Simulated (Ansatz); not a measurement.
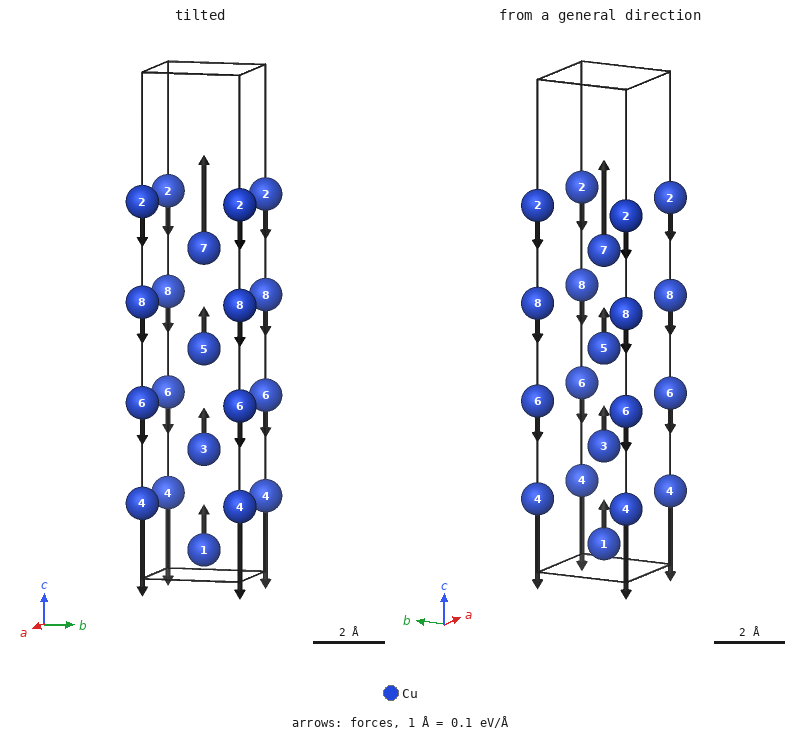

Crystal structure, spheres-only style, seen slightly off an axis and from a general direction. The lines enclose the simulation cell; boundary atoms appear with their images. The arrows are the computed forces on the atoms.

System: Cu. Computational set-up: DFT PBEsol, scalar-relativistic, plane waves, PAW (Ansatz), wavefunction cutoff 420 eV, k-mesh 21×20×5, Gaussian smearing of 0.15 eV, no spin polarisation.

### Judging by the arrows, is the geometry relaxed?

No. The atoms still feel forces of up to about 0.22 eV/Å, far above a usual threshold of 0.01 to 0.03 eV/Å.

### Identify the atom with the maximum force.

Cu4 and Cu7, about 0.22 eV/Å.

The model was built from a structure listed in the Materials Project. The cell was then strained or its atoms displaced on purpose. It was the input of a calculation with Ansatz.
